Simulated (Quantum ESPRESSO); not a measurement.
**Band-structure run of HfN (part 2 of 2)**

HfN (Fm-3m, 2 atoms in the cell); Kohn-Sham DFT of a periodic cell, PBE, PseudoDojo 0.4.1 SR PBE standard, no spin polarisation (Quantum ESPRESSO 7.5); cutoff 1142.88 eV, 10×10×10 k-mesh, fermi-dirac of 0.05 eV. The structure derives from an entry of the Crystallography Open Database.

Geometry of the input (Å; fractional positions):
```
0.0000  2.2560  2.2560
2.2560  0.0000  2.2560
2.2560  2.2560  0.0000
Hf 0.0000  0.0000  0.0000
N  0.5000  0.5000  0.5000
```

### Output, continued
```
     End of self-consistent calculation

          k = 0.0000 0.0000 0.0000 (  1989 PWs)   bands (ev):

   -43.8828 -12.2635 -12.2635 -12.2635   1.3091  15.8127  15.8127  15.8127
    18.5037  18.5037  18.5037  20.6484  20.8392  20.8392  28.3928

          k = 0.0707 0.0707-0.0707 (  2028 PWs)   bands (ev):

   -43.8769 -12.3656 -12.2720 -12.2720   1.5383  14.8912  15.2649  15.2649
    18.7333  18.8322  18.8322  21.3454  21.5767  21.5767  29.1491

          k = 0.1414 0.1414-0.1414 (  2012 PWs)   bands (ev):

   -43.8614 -12.6226 -12.2939 -12.2939   2.1550  13.2151  14.2607  14.2607
    19.1231  19.6523  19.6523  22.7873  23.2418  23.2418  30.9630

          k = 0.2121 0.2121-0.2121 (  2012 PWs)   bands (ev):

   -43.8421 -12.9224 -12.3208 -12.3208   2.9753  11.6032  13.3778  13.3778
    19.8525  20.8114  20.8114  24.0181  25.1540  25.1540  31.8287

          k = 0.2828 0.2828-0.2828 (  2024 PWs)   bands (ev):

   -43.8265 -13.1524 -12.3424 -12.3424   3.7319  10.3909  12.8054  12.8054
    21.0310  22.0053  22.0053  24.1039  26.8611  26.8611  31.1453

          k =-0.3536-0.3536 0.3536 (  2006 PWs)   bands (ev):

   -43.8205 -13.2375 -12.3505 -12.3505   4.0617   9.9143  12.6089  12.6089
    22.1157  22.5715  22.5715  23.3019  27.7146  27.7146  31.0293

          k = 0.1414-0.0000 0.0000 (  2025 PWs)   bands (ev):

   -43.8749 -12.3603 -12.2939 -12.2939   1.6015  14.2845  15.4587  15.4587
    17.9964  19.3644  19.3644  20.9286  21.0090  22.8114  29.3861

          k = 0.2121 0.0707-0.0707 (  2007 PWs)   bands (ev):

   -43.8626 -12.5498 -12.3267 -12.3090   2.0490  13.1177  14.6585  14.8645
    17.9972  20.0845  20.1929  21.8161  21.9049  24.4724  30.8582

          k = 0.2828 0.1414-0.1414 (  2013 PWs)   bands (ev):

   -43.8446 -12.8245 -12.3577 -12.3355   2.7360  11.9251  13.6000  13.9950
    18.5829  21.0106  21.2553  23.2565  23.6134  26.0343  32.1349

          k = 0.3536 0.2121-0.2121 (  2006 PWs)   bands (ev):

   -43.8278 -13.0667 -12.3752 -12.3727   3.4392  10.8696  12.9260  13.2527
    19.6061  22.0987  22.3282  24.1885  25.4911  27.1738  31.0096

          k =-0.2828-0.4243 0.4243 (  2013 PWs)   bands (ev):

   -43.8186 -13.1935 -12.4060 -12.3726   3.8780  10.2482  12.7088  12.8041
    20.9821  22.3046  22.7058  24.4114  27.1663  27.6996  30.2748

          k =-0.2121-0.3536 0.3536 (  2013 PWs)   bands (ev):

   -43.8206 -13.1661 -12.4219 -12.3512   3.8049  10.3430  12.7124  12.9001
    21.1187  22.0007  22.2717  24.5098  26.7393  27.6777  30.5599

          k =-0.1414-0.2828 0.2828 (  2004 PWs)   bands (ev):

   -43.8330 -12.9942 -12.4130 -12.3187   3.2604  11.1414  12.9904  13.4388
    19.9865  20.7804  22.2513  23.6890  25.4675  26.6748  31.4633

          k =-0.0707-0.2121 0.2121 (  2010 PWs)   bands (ev):

   -43.8510 -12.7360 -12.3795 -12.2875   2.5269  12.3861  13.6081  14.2256
    19.2978  19.6605  21.1185  22.1793  24.2967  24.9603  31.9435

          k = 0.0000-0.1414 0.1414 (  2019 PWs)   bands (ev):

   -43.8678 -12.4923 -12.3260 -12.2696   1.8833  13.7819  14.4617  15.0205
    18.9057  18.9510  19.8743  21.1614  22.8033  23.1042  30.2613

          k = 0.2828-0.0000 0.0000 (  2009 PWs)   bands (ev):

   -43.8543 -12.5911 -12.3728 -12.3728   2.2269  12.4660  15.0549  15.0549
    16.9378  21.1398  21.1398  21.4814  21.5893  25.9366  31.8594

          k = 0.3536 0.0707-0.0707 (  2015 PWs)   bands (ev):

   -43.8395 -12.7728 -12.4146 -12.4128   2.6060  11.9288  14.3369  14.6465
    17.0409  21.9485  21.9859  22.5407  22.5701  27.1219  33.0335

          k = 0.4243 0.1414-0.1414 (  2009 PWs)   bands (ev):

   -43.8239 -12.9665 -12.4695 -12.4363   3.0536  11.5388  13.4014  13.9614
    17.8456  22.8011  22.8792  23.8673  24.0943  27.7366  30.7279

          k =-0.2121-0.4950 0.4950 (  2019 PWs)   bands (ev):

   -43.8135 -13.0853 -12.5382 -12.4300   3.4286  11.1478  12.9759  13.3472
    19.0926  22.6078  23.0885  25.1253  25.9331  27.9481  29.3554

          k =-0.1414-0.4243 0.4243 (  2013 PWs)   bands (ev):

   -43.8122 -13.0937 -12.5877 -12.3980   3.5927  10.8696  12.9701  13.0611
    20.6473  21.6034  22.3415  24.9755  27.4200  27.8541  29.7269

          k =-0.0707-0.3536 0.3536 (  2010 PWs)   bands (ev):

   -43.8206 -13.0035 -12.5843 -12.3522   3.4467  10.9820  12.8920  13.4059
    20.5774  21.2015  22.1231  23.6207  26.8008  27.6446  30.5680

          k = 0.0000-0.2828 0.2828 (  2013 PWs)   bands (ev):

   -43.8355 -12.8676 -12.5056 -12.3099   3.0289  11.5389  13.1181  13.8549
    19.9265  20.2149  22.1407  22.5500  25.4378  26.6105  31.9954

          k = 0.4243 0.0000-0.0000 (  2008 PWs)   bands (ev):

   -43.8287 -12.8372 -12.4696 -12.4696   2.5945  11.9908  14.9565  14.9565
    15.9304  22.1334  22.6174  22.9651  22.9651  27.8343  32.6128

          k = 0.4950 0.0707-0.0707 (  2018 PWs)   bands (ev):

   -43.8164 -12.9480 -12.5314 -12.5019   2.7020  12.2047  14.2098  14.6936
    16.3696  22.9692  23.4382  23.6227  23.6904  28.0085  30.2390

          k =-0.1414-0.5657 0.5657 (  2018 PWs)   bands (ev):

   -43.8072 -13.0022 -12.6392 -12.4998   2.9183  12.3230  13.3825  14.1038
    17.4040  23.1894  23.6402  24.5547  25.0077  27.8143  29.0607

          k =-0.0707-0.4950 0.4950 (  2019 PWs)   bands (ev):

   -43.8047 -12.9693 -12.7622 -12.4641   3.1919  11.8586  13.2168  13.5078
    18.8476  22.2983  22.9729  24.9189  26.2633  28.3728  29.7936

          k =-0.0000-0.4243 0.4243 (  2011 PWs)   bands (ev):

   -43.8098 -12.9555 -12.7565 -12.4078   3.4125  11.2644  13.0773  13.3088
    20.5996  21.4129  22.0089  23.9833  27.4997  29.0666  29.7331

          k = 0.5657-0.0000 0.0000 (  2020 PWs)   bands (ev):

   -43.8080 -13.0096 -12.5471 -12.5471   2.5027  12.7766  15.0593  15.0593
    15.2568  22.7342  23.8137  24.1143  24.1143  27.6743  29.0852

          k =-0.0707-0.6364 0.6364 (  2024 PWs)   bands (ev):

   -43.8021 -13.0359 -12.6107 -12.5555   2.5308  13.1705  14.1177  14.8220
    16.0884  23.4336  23.9540  24.1809  24.6438  27.1667  28.5148

          k = 0.0000-0.5657 0.5657 (  2038 PWs)   bands (ev):

   -43.8008 -12.9801 -12.7359 -12.5240   2.7872  13.0054  13.3126  14.1962
    17.2626  23.1867  23.7034  24.7715  25.0175  27.3576  29.3477

          k =-0.7071 0.0000 0.0000 (  2044 PWs)   bands (ev):

   -43.8001 -13.0697 -12.5765 -12.5765   2.3873  13.3993  15.0231  15.1348
    15.1348  22.9864  24.4152  24.4152  24.4725  26.9133  27.8954

          k = 0.2828 0.1414 0.0000 (  2006 PWs)   bands (ev):

   -43.8491 -12.7040 -12.4097 -12.3217   2.4858  12.2463  14.0567  14.4762
    18.0305  20.8043  21.4219  21.7208  23.3095  25.9878  32.2982

          k = 0.3536 0.2121-0.0707 (  2015 PWs)   bands (ev):

   -43.8323 -12.9065 -12.4785 -12.3500   3.0355  11.4909  13.3094  13.8496
    18.6556  21.5544  22.4549  22.9023  24.7813  27.1641  31.6616

          k =-0.2828-0.4243 0.5657 (  2011 PWs)   bands (ev):

   -43.8187 -13.0721 -12.5122 -12.3861   3.4943  10.9213  12.9099  13.2899
    19.6588  22.3404  22.4752  24.3975  26.1930  27.8165  30.1731

          k =-0.2121-0.3536 0.4950 (  2016 PWs)   bands (ev):

   -43.8134 -13.1349 -12.5203 -12.4035   3.6745  10.6984  12.9214  12.9511
    20.8157  21.2846  22.9719  25.2045  27.0533  27.7393  29.7741

          k = 0.4243 0.1414-0.0000 (  2012 PWs)   bands (ev):

   -43.8259 -12.8887 -12.5121 -12.4316   2.8278  11.8116  14.0451  14.1806
    17.2446  22.4823  22.7576  23.0787  23.8556  27.8244  31.4290

          k =-0.2121-0.4950 0.6364 (  2021 PWs)   bands (ev):

   -43.8136 -12.9847 -12.5942 -12.4659   3.0783  11.7991  13.3583  13.7777
    18.0726  22.6713  23.3501  23.7696  25.5197  28.1527  29.6531

          k =-0.1414-0.4243 0.5657 (  2022 PWs)   bands (ev):

   -43.8071 -13.0197 -12.6656 -12.4731   3.2860  11.6153  13.1326  13.3918
    19.2821  21.5613  23.5372  25.0194  26.1187  28.5925  29.3939

          k =-0.0707-0.3536 0.4950 (  2016 PWs)   bands (ev):

   -43.8091 -12.9969 -12.6941 -12.4392   3.3754  11.3736  13.1061  13.2970
    20.3060  20.8748  23.0263  24.3262  26.9246  28.9445  29.6285

          k = 0.0000-0.2828 0.4243 (  2009 PWs)   bands (ev):

   -43.8187 -12.9586 -12.6225 -12.3883   3.2867  11.3090  13.0864  13.5542
    19.3630  22.1958  22.2688  23.3174  26.3887  28.0066  30.3587

          k =-0.1414-0.5657 0.7071 (  2020 PWs)   bands (ev):

   -43.8072 -12.9943 -12.5941 -12.5421   2.7142  12.6345  14.0492  14.1677
    16.8179  23.1818  23.5235  24.0544  24.8197  27.7653  29.1620

          k =-0.0707-0.4950 0.6364 (  2014 PWs)   bands (ev):

   -43.8020 -12.9702 -12.7062 -12.5498   2.8746  12.7764  13.3646  13.8434
    17.8025  22.3791  24.1336  24.2785  25.4460  27.8567  29.5365

          k = 0.0000-0.4243 0.5657 (  2012 PWs)   bands (ev):

   -43.8027 -12.8632 -12.8598 -12.5051   3.1303  12.1017  13.2847  13.4721
    19.1652  21.2873  23.6875  24.6110  25.8517  28.9392  30.6969

          k =-0.7071 0.1414 0.0000 (  2028 PWs)   bands (ev):

   -43.8001 -13.0242 -12.6253 -12.5900   2.5909  13.3521  14.0066  14.1538
    16.7057  23.3415  23.6466  24.4209  25.0637  27.0992  28.7365

          k =-0.1414-0.4243 0.7071 (  2016 PWs)   bands (ev):

   -43.8052 -12.9470 -12.7158 -12.5237   3.1010  12.1177  13.3261  13.4671
    18.9409  21.4547  23.8914  23.9942  26.1280  28.7145  29.9046

          k =-0.0707-0.3536 0.6364 (  2016 PWs)   bands (ev):

   -43.8020 -12.9000 -12.7840 -12.5571   3.1104  12.2439  13.2942  13.3911
    20.0344  20.1155  24.1443  24.6206  25.4110  29.3463  30.5541

          k =-0.7071 0.2828 0.0000 (  2002 PWs)   bands (ev):

   -43.8000 -12.9035 -12.7512 -12.6117   2.9533  12.8495  13.3034  13.4569
    18.8092  21.1689  24.2812  24.4300  25.1839  28.8370  30.4155

     the Fermi energy is    18.8926 ev

!    total energy              =    -133.82413363 Ry
     estimated scf accuracy    <          1.2E-11 Ry
     smearing contrib. (-TS)   =      -0.00047665 Ry
     internal energy E=F+TS    =    -133.82365698 Ry

     The total energy is F=E-TS. E is the sum of the following terms:
     one-electron contribution =      -6.32615584 Ry
     hartree contribution      =      13.56810907 Ry
     xc contribution           =     -34.85373483 Ry
     ewald contribution        =    -106.21187537 Ry

     convergence has been achieved in  11 iterations

     Forces acting on atoms (cartesian axes, Ry/au):

     atom    1 type  1   force =     0.00000000   -0.00000000   -0.00000000
     atom    2 type  2   force =    -0.00000000   -0.00000000    0.00000000

     Total force =     0.000000     Total SCF correction =     0.000000

     Computing stress (Cartesian axis) and pressure

          total   stress  (Ry/bohr**3)                   (kbar)     P=       59.28
   0.00040301   0.00000000   0.00000000           59.28        0.00        0.00
   0.00000000   0.00040301   0.00000000            0.00       59.28        0.00
   0.00000000   0.00000000   0.00040301            0.00        0.00       59.28

=------------------------------------------------------------------------------=
   JOB DONE.
=------------------------------------------------------------------------------=
```

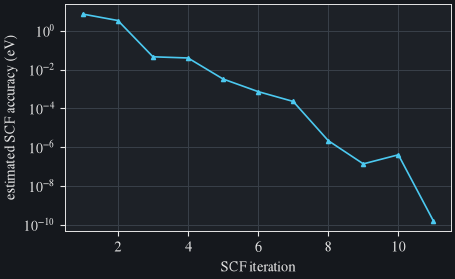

*Convergence of the self-consistent field: estimated SCF accuracy against the iteration.*

The field takes 11 iterations in all.

### Summary

```csv
quantity,value
outcome,converged
space group (tolerance 0.01 Å),Fm-3m (225)
electrons treated,17
free energy,−1820.7701 eV
Fermi energy,18.893 eV
gap on the k-point mesh,none (metallic)
pressure,5.93 GPa
largest force (length of the vector),under 0.001 eV/Å
wall time,51 s
peak memory,0.09 GiB
```

### Remarks

Spin–orbit coupling is left out, which matters for Hf. The cell holds an odd number of electrons but the run has no spin polarisation, so a band is left half filled. The cell is under a pressure of 5.9 GPa at this level, so it is not at its equilibrium volume.
